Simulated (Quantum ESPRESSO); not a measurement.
# Single-point calculation of Ta

The run: single-point calculation of Ta (Im-3m, 1 atom in the cell). Method and program: Kohn-Sham DFT of a periodic cell, r2SCAN, SG15 PBE 1.2, no spin polarisation (Quantum ESPRESSO 7.5).

The structure derives from an entry of the Crystallography Open Database. The volume is scaled by 1.04.

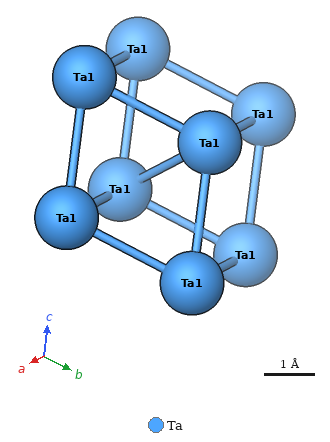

*The input geometry (ball-and-stick view of the cell of the calculation, seen slightly off an axis; atoms are numbered from 1 in the order of the input). An atom can appear more than once, as a periodic image.*

Input
```
&CONTROL
  calculation = 'scf'
  prefix = 'pwscf'
  outdir = './tmp'
  pseudo_dir = './pseudo'
  tstress = .true.
  disk_io = 'nowf'
/
&SYSTEM
  ibrav = 0
  nat = 1
  ntyp = 1
  ecutwfc = 75
  nbnd = 21
  input_dft = 'r2scan'
  occupations = 'smearing'
  smearing = 'fd'
  degauss = 0.00367493
  nosym = .true.
  nr1 = 32
  nr2 = 32
  nr3 = 32
/
&ELECTRONS
  conv_thr = 1d-08
  electron_maxstep = 120
  mixing_beta = 0.5
/
ATOMIC_SPECIES
Ta   180.9479 Ta_ONCV_PBE-1.2.upf
CELL_PARAMETERS angstrom
  -1.6730098603    1.6730098603    1.6730098603
   1.6730098603   -1.6730098603    1.6730098603
   1.6730098603    1.6730098603   -1.6730098603
ATOMIC_POSITIONS crystal
Ta     0.0000000000    0.0000000000    0.0000000000
K_POINTS automatic
8 8 8 0 0 0
```

Run on 2 threads of Intel Xeon @ 2.90GHz (Ice Lake), 128 GiB of memory available, shared host.

Launch command:
```bash
OMP_NUM_THREADS=1 mpirun -n 2 pw.x -nk 2 -in pw.in > pw.out
```

Output
```
This program is part of the open-source Quantum ESPRESSO suite
     for quantum simulation of materials; please cite
         "P. Giannozzi et al., J. Phys.:Condens. Matter 21 395502 (2009);
         "P. Giannozzi et al., J. Phys.:Condens. Matter 29 465901 (2017);
         "P. Giannozzi et al., J. Chem. Phys. 152 154105 (2020);
          URL
     in publications or presentations arising from this work. More details at

     IMPORTANT: XC functional enforced from input :
     Exchange-correlation= R2SCAN
                           (   0   0   0   0   0 497 498)
     Any further DFT definition will be discarded
     Please, verify this is what you really want

     K-points division:     npool     =       2
     Subspace diagonalization in iterative solution of the eigenvalue problem:
     a serial algorithm will be used

     G-vector sticks info
     --------------------
     sticks:   dense  smooth     PW     G-vecs:    dense   smooth      PW
     Sum         673     673    241                11033    11033    2347

     Using Slab Decomposition

     bravais-lattice index     =            0
     lattice parameter (alat)  =       5.4759  a.u.
     unit-cell volume          =     126.4015 (a.u.)^3
     number of atoms/cell      =            1
     number of atomic types    =            1
     number of electrons       =        27.00
     number of Kohn-Sham states=           21
     kinetic-energy cutoff     =      75.0000  Ry
     charge density cutoff     =     300.0000  Ry
     scf convergence threshold =      1.0E-08
     mixing beta               =       0.5000
     number of iterations used =            8  plain     mixing
     Exchange-correlation= R2SCAN
                           (   0   0   0   0   0 497 498)

     celldm(1)=   5.475931  celldm(2)=   0.000000  celldm(3)=   0.000000
     celldm(4)=   0.000000  celldm(5)=   0.000000  celldm(6)=   0.000000

     crystal axes: (cart. coord. in units of alat)
               a(1) = (  -0.577350   0.577350   0.577350 )
               a(2) = (   0.577350  -0.577350   0.577350 )
               a(3) = (   0.577350   0.577350  -0.577350 )

     reciprocal axes: (cart. coord. in units 2 pi/alat)
               b(1) = ( -0.000000  0.866025  0.866025 )
               b(2) = (  0.866025 -0.000000  0.866025 )
               b(3) = (  0.866025  0.866025  0.000000 )

     PseudoPot. # 1 for Ta read from file:
     Ta_ONCV_PBE-1.2.upf
     Pseudo is Norm-conserving, Zval = 27.0
     Generated using ONCVPSP code by D. R. Hamann
     Using radial grid of  602 points,  8 beta functions with:
                l(1) =   0
                l(2) =   0
                l(3) =   1
                l(4) =   1
                l(5) =   2
                l(6) =   2
                l(7) =   3
                l(8) =   3

     atomic species   valence    mass     pseudopotential
     Ta               27.00   180.94790     Ta( 1.00)

     No symmetry found

   Cartesian axes

     site n.     atom                  positions (alat units)
         1        Ta     tau(   1) = (   0.0000000   0.0000000   0.0000000  )

     number of k points=   260  Fermi-Dirac smearing, width (Ry)=  0.0037

     Number of k-points >= 100: set verbosity='high' to print them.

     Dense  grid:    11033 G-vectors     FFT dimensions: (  32,  32,  32)

     WARNING: libxc functional with ID  497 depends
      on external parameters: check the user_guide of
      QE if you need to modify them or to check their
      default values.

     WARNING: libxc functional with ID  498 depends
      on external parameters: check the user_guide of
      QE if you need to modify them or to check their
      default values.

     Initial potential from superposition of free atoms

     starting charge      26.9106, renormalised to      27.0000
     Starting wfcs are random

     Self-consistent Calculation

     iteration #  1     ecut=    75.00 Ry     beta= 0.50
     Davidson diagonalization with overlap
     ethr =  1.00E-02,  avg # of iterations =  8.9

     total energy              =    -495.16472491 Ry
     estimated scf accuracy    <      53.84794412 Ry

     iteration #  2     ecut=    75.00 Ry     beta= 0.50
     Davidson diagonalization with overlap
     ethr =  1.00E-02,  avg # of iterations =  1.0

     total energy              =    -495.38591055 Ry
     estimated scf accuracy    <      17.15989643 Ry

     iteration #  3     ecut=    75.00 Ry     beta= 0.50
     Davidson diagonalization with overlap
     ethr =  1.00E-02,  avg # of iterations =  1.0

     total energy              =    -495.39741767 Ry
     estimated scf accuracy    <       0.16285852 Ry

     iteration #  4     ecut=    75.00 Ry     beta= 0.50
     Davidson diagonalization with overlap
     ethr =  6.03E-04,  avg # of iterations =  1.1

     total energy              =    -495.39827093 Ry
     estimated scf accuracy    <       0.00349990 Ry

     iteration #  5     ecut=    75.00 Ry     beta= 0.50
     Davidson diagonalization with overlap
     ethr =  1.30E-05,  avg # of iterations =  2.2

     total energy              =    -495.39829581 Ry
     estimated scf accuracy    <       0.00013923 Ry

     iteration #  6     ecut=    75.00 Ry     beta= 0.50
     Davidson diagonalization with overlap
     ethr =  5.16E-07,  avg # of iterations =  2.3

     total energy              =    -495.39829938 Ry
     estimated scf accuracy    <       0.00005880 Ry

     iteration #  7     ecut=    75.00 Ry     beta= 0.50
     Davidson diagonalization with overlap
     ethr =  2.18E-07,  avg # of iterations =  1.0

     total energy              =    -495.39829969 Ry
     estimated scf accuracy    <       0.00000778 Ry

     iteration #  8     ecut=    75.00 Ry     beta= 0.50
     Davidson diagonalization with overlap
     ethr =  2.88E-08,  avg # of iterations =  1.0

     total energy              =    -495.39829974 Ry
     estimated scf accuracy    <       0.00000036 Ry

     iteration #  9     ecut=    75.00 Ry     beta= 0.50
     Davidson diagonalization with overlap
     ethr =  1.35E-09,  avg # of iterations =  1.0

     End of self-consistent calculation

     Number of k-points >= 100: set verbosity='high' to print the bands.

     the Fermi energy is    27.9901 ev

!    total energy              =    -495.39829974 Ry
     estimated scf accuracy    <          2.0E-09 Ry
     smearing contrib. (-TS)   =      -0.00079487 Ry
     internal energy E=F+TS    =    -495.39750488 Ry

     The total energy is F=E-TS. E is the sum of the following terms:
     one-electron contribution =    -137.86679077 Ry
     hartree contribution      =     101.44492970 Ry
     xc contribution           =     -39.40018262 Ry
     ewald contribution        =    -419.57546120 Ry

     convergence has been achieved in   9 iterations

     Computing stress (Cartesian axis) and pressure

          total   stress  (Ry/bohr**3)                   (kbar)     P=     -177.58
  -0.00120717   0.00000002  -0.00000000         -177.58        0.00       -0.00
   0.00000002  -0.00120713  -0.00000002            0.00     -177.57       -0.00
  -0.00000000  -0.00000002  -0.00120717           -0.00       -0.00     -177.58

=------------------------------------------------------------------------------=
   JOB DONE.
=------------------------------------------------------------------------------=
```

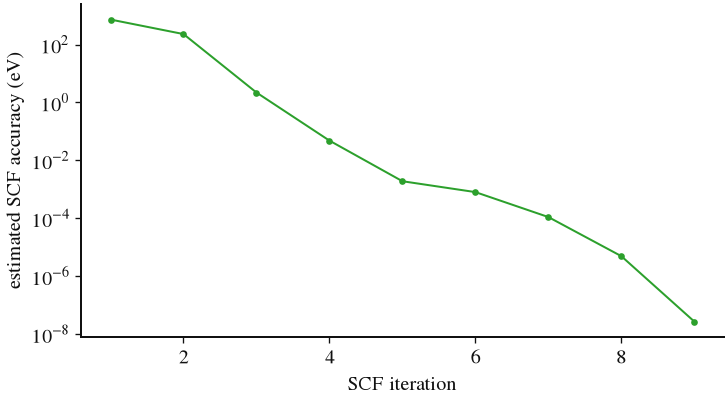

*Convergence of the self-consistent field: estimated SCF accuracy against the iteration.*

The field takes 9 iterations in all.

Results in brief

| quantity | value |
| --- | --- |
| outcome | converged |
| space group (tolerance 0.01 Å) | Im-3m (229) |
| electrons treated | 27 |
| free energy | −6740.2372 eV |
| Fermi energy | 27.990 eV |
| gap on the k-point mesh | none (metallic) |
| pressure | −17.76 GPa |
| wall time | 97 s (CPU time 3.2 min) |
| peak memory | 0.22 GiB |

Remarks

Further notes kept with the run: potentials made for another functional. Points of doubt noted for this run: coarse mesh; potentials made for another functional. Spin–orbit coupling is left out, which matters for Ta. The cell is under a tension of 17.8 GPa at this level, so it is not at its equilibrium volume.
